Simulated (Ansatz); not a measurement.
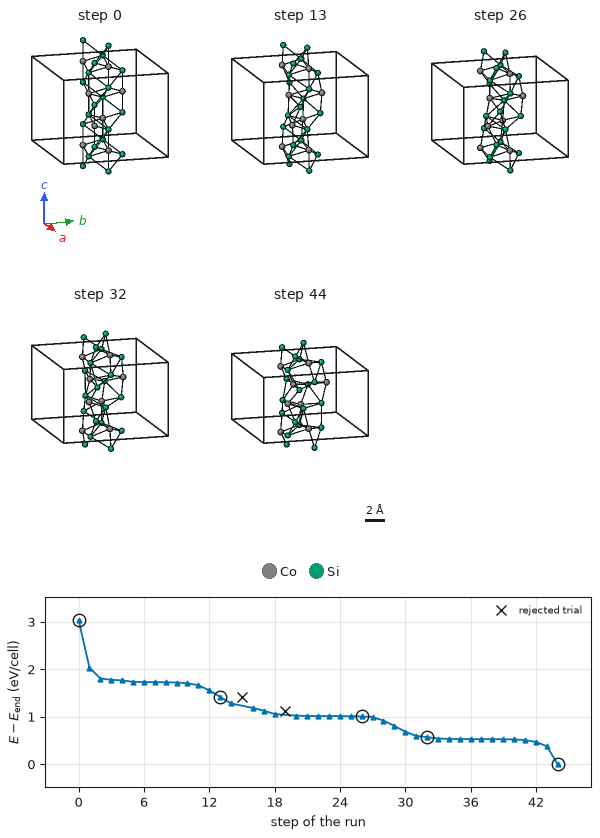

Frames of a relaxation of a wire of composition CoSi2, marked on the history of the run. A ball-and-stick model of the cell of the calculation, with the vacuum cut short, seen slightly off an axis.

Case: wire along [1 1 1], 18 atoms a period.

Computed with Ansatz, DFT PBE, scalar-relativistic, plane waves, PAW. Settings: plane-wave cutoff 420 eV; k-point mesh 1 × 1 × 6; occupations gaussian; smearing width 0.05 eV; no spin polarisation; cell relaxed at fixed a, b, alpha, beta, gamma; force threshold 0.02 eV/Å; at most 45 steps.

Q: Describe the path.

A: The relaxation stopped without meeting its thresholds, so the last structure isn't shown to be converged. It used up its limit of 45 steps. After 42 accepted moves (44 points after the start) the energy has fallen by 3.044 eV per cell of the calculation. Largest force component: 1.2 eV/Å at the start, 0.5 eV/Å at the end. The line search rejected the trial steps at points 15, 19 of the run. The largest moves relative to the centre of the atoms, 1.19 Å, are those of Co atoms. Largest moves by element: Co 1.19 Å, Si 1.03 Å. Along the periodic axis the drawn cell goes c 9.284 → 7.262 Å (−21.8 %). Among the contacts that change: Si–Si 4.642 → 2.750 Å, Co–Co 3.790 → 2.452 Å, Si–Si 2.680 → 3.895 Å, Si–Si 3.790 → 2.597 Å. Bond angles that change, for instance: Si–Co–Si 180.0° → 106.2°, Si–Si–Co 125.3° → 69.8°, Si–Co–Si 70.5° → 119.4°. Cost: 20 min on 4 threads of Intel(R) Xeon(R) Platinum 8259CL CPU @ 2.50GHz (Skylake/Cascade Lake), on a shared host, peak memory 2.7 GiB. From step 0 to 13: Si atoms move most (0.72 Å), energy −1.621 eV per cell of the calculation. From step 13 to 26: Co atoms move most (0.63 Å), energy −0.414 eV per cell of the calculation. From step 26 to 32: Si atoms move most (0.82 Å), energy −0.435 eV per cell of the calculation. From step 32 to 44: Si and Co atoms move most (0.41 Å), energy −0.574 eV per cell of the calculation.

```json
{"step": "0", "E − E(0), meV/atom": "0.00", "largest force component, eV/Å": "1.1618", "note": ""}
{"step": "1", "E − E(0), meV/atom": "-55.81", "largest force component, eV/Å": "0.7057", "note": ""}
{"step": "2", "E − E(0), meV/atom": "-68.63", "largest force component, eV/Å": "0.2801", "note": ""}
{"step": "3", "E − E(0), meV/atom": "-70.20", "largest force component, eV/Å": "0.1874", "note": ""}
{"step": "4", "E − E(0), meV/atom": "-70.80", "largest force component, eV/Å": "0.2615", "note": ""}
{"step": "5", "E − E(0), meV/atom": "-72.58", "largest force component, eV/Å": "0.1308", "note": ""}
{"step": "6", "E − E(0), meV/atom": "-72.77", "largest force component, eV/Å": "0.0439", "note": ""}
{"step": "7", "E − E(0), meV/atom": "-72.91", "largest force component, eV/Å": "0.0340", "note": ""}
{"step": "8", "E − E(0), meV/atom": "-72.98", "largest force component, eV/Å": "0.0306", "note": ""}
{"step": "9", "E − E(0), meV/atom": "-73.39", "largest force component, eV/Å": "0.0764", "note": ""}
{"step": "10", "E − E(0), meV/atom": "-74.20", "largest force component, eV/Å": "0.1228", "note": ""}
{"step": "12", "E − E(0), meV/atom": "-82.48", "largest force component, eV/Å": "0.2879", "note": ""}
{"step": "14", "E − E(0), meV/atom": "-97.88", "largest force component, eV/Å": "0.5047", "note": ""}
{"step": "15", "E − E(0), meV/atom": "-89.88", "largest force component, eV/Å": "0.6730", "note": "rejected"}
{"step": "17", "E − E(0), meV/atom": "-106.27", "largest force component, eV/Å": "0.1571", "note": ""}
{"step": "19", "E − E(0), meV/atom": "-107.10", "largest force component, eV/Å": "0.6183", "note": "rejected"}
{"step": "21", "E − E(0), meV/atom": "-112.43", "largest force component, eV/Å": "0.0668", "note": ""}
{"step": "23", "E − E(0), meV/atom": "-112.56", "largest force component, eV/Å": "0.0407", "note": ""}
{"step": "24", "E − E(0), meV/atom": "-112.65", "largest force component, eV/Å": "0.0256", "note": ""}
{"step": "26", "E − E(0), meV/atom": "-113.06", "largest force component, eV/Å": "0.2197", "note": ""}
{"step": "28", "E − E(0), meV/atom": "-117.94", "largest force component, eV/Å": "0.2098", "note": ""}
{"step": "30", "E − E(0), meV/atom": "-130.84", "largest force component, eV/Å": "0.3660", "note": ""}
{"step": "31", "E − E(0), meV/atom": "-135.76", "largest force component, eV/Å": "0.3317", "note": ""}
{"step": "33", "E − E(0), meV/atom": "-138.92", "largest force component, eV/Å": "0.1338", "note": ""}
{"step": "35", "E − E(0), meV/atom": "-139.48", "largest force component, eV/Å": "0.0544", "note": ""}
{"step": "37", "E − E(0), meV/atom": "-139.61", "largest force component, eV/Å": "0.0195", "note": ""}
{"step": "39", "E − E(0), meV/atom": "-139.74", "largest force component, eV/Å": "0.0202", "note": ""}
{"step": "40", "E − E(0), meV/atom": "-139.93", "largest force component, eV/Å": "0.0353", "note": ""}
{"step": "42", "E − E(0), meV/atom": "-142.91", "largest force component, eV/Å": "0.2033", "note": ""}
{"step": "44", "E − E(0), meV/atom": "-169.11", "largest force component, eV/Å": "0.4956", "note": ""}
```

Limits of the set-up: an element that often carries a moment was run without spin polarisation.
